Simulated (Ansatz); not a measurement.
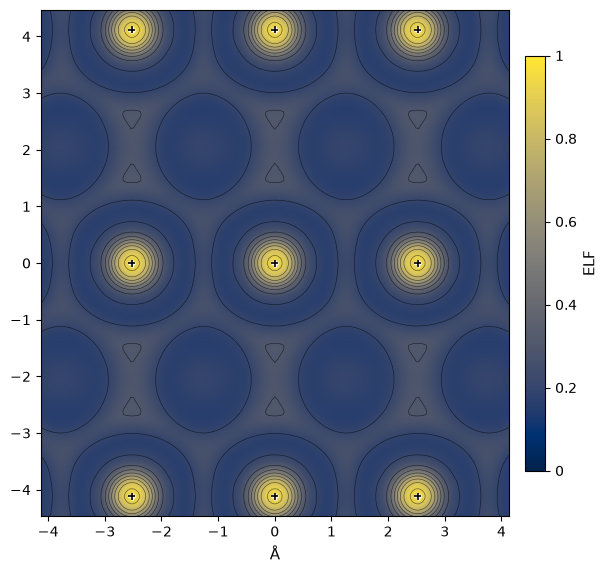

The electron localisation function on a plane through atoms (crosses mark nuclei in the plane).

Theory: Ansatz, DFT PBEsol, scalar-relativistic, plane waves, PAW.

Candidates:
A. HfS$_{2}$ (slab), a = 3.59 Å, b = 3.59 Å, c = 23.85 Å, α = 90.00°, β = 90.00°, γ = 120.00°. The program warned that a starting moment wasn't kept; spin-polarised, but the moments vanished.
B. Cu, a = 2.52 Å, b = 2.52 Å, c = 4.12 Å, α = 90.00°, β = 90.00°, γ = 120.00°. Space group P6₃/mmc; a structure from a database of computed crystals, not necessarily the ambient phase; computed without spin polarisation.
C. WS$_{4}$ (slab), a = 3.15 Å, b = 3.15 Å, c = 24.61 Å, α = 90.00°, β = 90.00°, γ = 120.00°. 

Which candidate gave the map?

Candidate B: Cu on the (010) plane of the conventional cell, which holds Cu. Cu–Cu (2.52 Å): the ELF is about 0.20 at the midpoint: no shared electron pair shows on this line.
